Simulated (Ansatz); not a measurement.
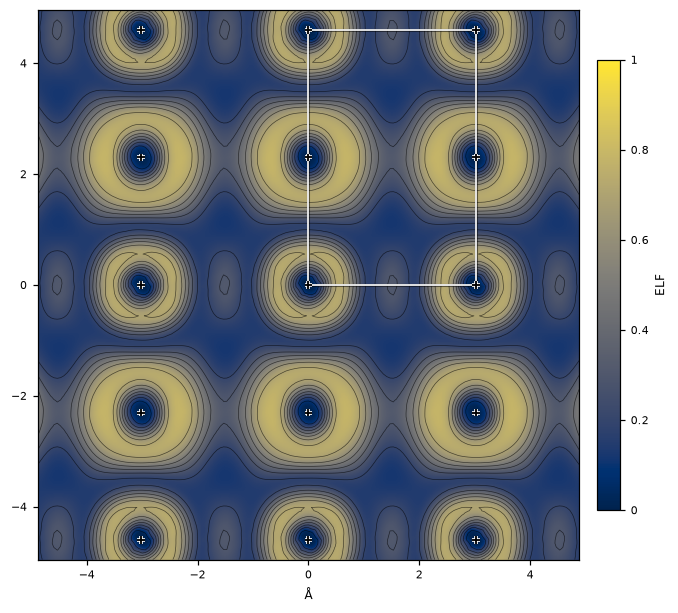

The ELF on a plane through atoms (crosses mark nuclei in the plane).

All numbers below come from DFT r2SCAN, scalar-relativistic, plane waves, PAW (Ansatz).

Candidates:
A. TiAl, a = 2.87 Å, b = 2.87 Å, c = 4.63 Å, α = 90.00°, β = 90.00°, γ = 120.00°. Space group P-6m2; a structure from a database of computed crystals, not necessarily the ambient phase; computed without spin polarisation.
B. WC, a = 3.02 Å, b = 3.02 Å, c = 4.60 Å, α = 90.00°, β = 90.00°, γ = 90.00°. Space group I4/mmm; a structure from a database of computed crystals, not necessarily the ambient phase; changed on purpose from its base cell (strain -0.025 along x and y, +0.050 along z, atoms carried along).

Q: Which candidate gave the map?

A: Candidate B: WC on the (100) plane of the conventional cell, which holds W and C. W–C (2.30 Å): the ELF peaks at about 0.75 in the valence shell of C, 0.7 Å from its nucleus, and is about 0.20 at the midpoint.
